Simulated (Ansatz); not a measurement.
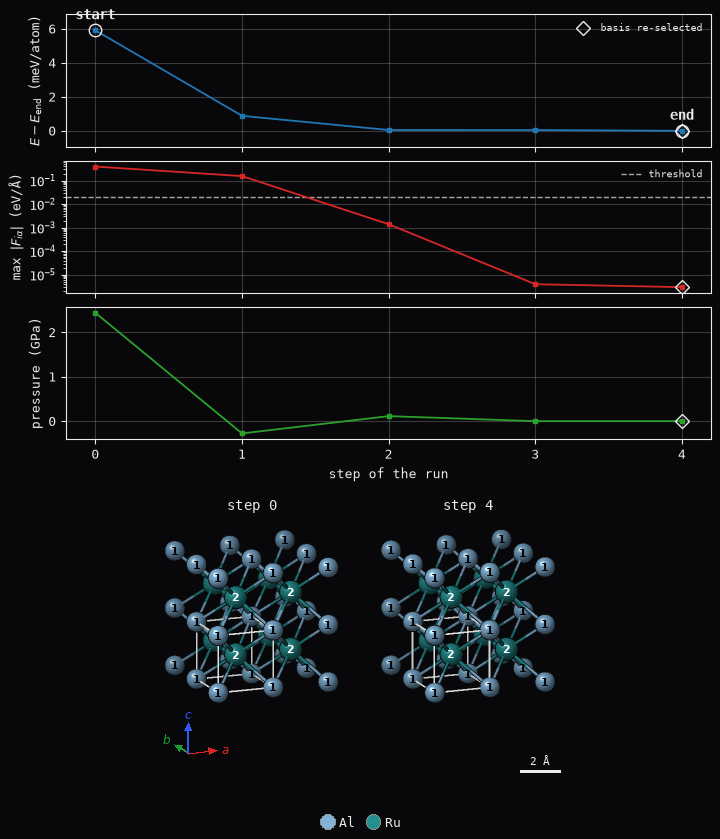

First and last geometry of a relaxation of crystalline AlRu (set up in P4mm) (coarse preliminary run), with the history of the run. The picture is a ball-and-stick view of the cell of the calculation, repeated 2 × 2 × 2 with one cell outlined, seen slightly off an axis.

Case: input drawn at random.

Method: DFT PBE, scalar-relativistic, plane waves, PAW (Ansatz). Settings: plane-wave cutoff 420 eV; k-point mesh 4 × 4 × 4; occupations gaussian; smearing width 0.1 eV; no spin polarisation; cell relaxed at fixed shape; force threshold 0.02 eV/Å; at most 30 steps.

Q: What do the curves and the structures tell?

A: It converged. The largest moves relative to the cell, 0.025 Å, are those of Al1 and Ru2. Al1 goes along +a. By element the largest moves are Al 0.025 Å, Ru 0.025 Å. The volume changes by +1.1 %, with a = b = c 2.982 → 2.993 Å (+0.4 %). Near-neighbour distances that change, for instance: Al1–Ru2 2.554 → 2.592 Å, Al1–Ru2 (another image) 2.612 → 2.592 Å. The space group (tolerance 0.01 Å) goes from P4mm (No. 99) to Pm-3m (No. 221). The energy falls by 5.9 meV per atom in 3 accepted moves (4 points after the start). The largest force component goes from 0.4 to under 0.0001 eV/Å. Pressure: 2.44 GPa at the start and 0.00 GPa at the end. The SCF was repeated once at an unchanged geometry on a basis and grid sized afresh for the cell, which shifted the energy by less than 0.05 meV per atom at most. The run took of the order of 9 core-seconds on a shared host.

Limits of the set-up: the k-point mesh is coarse for a cell with partly filled bands.
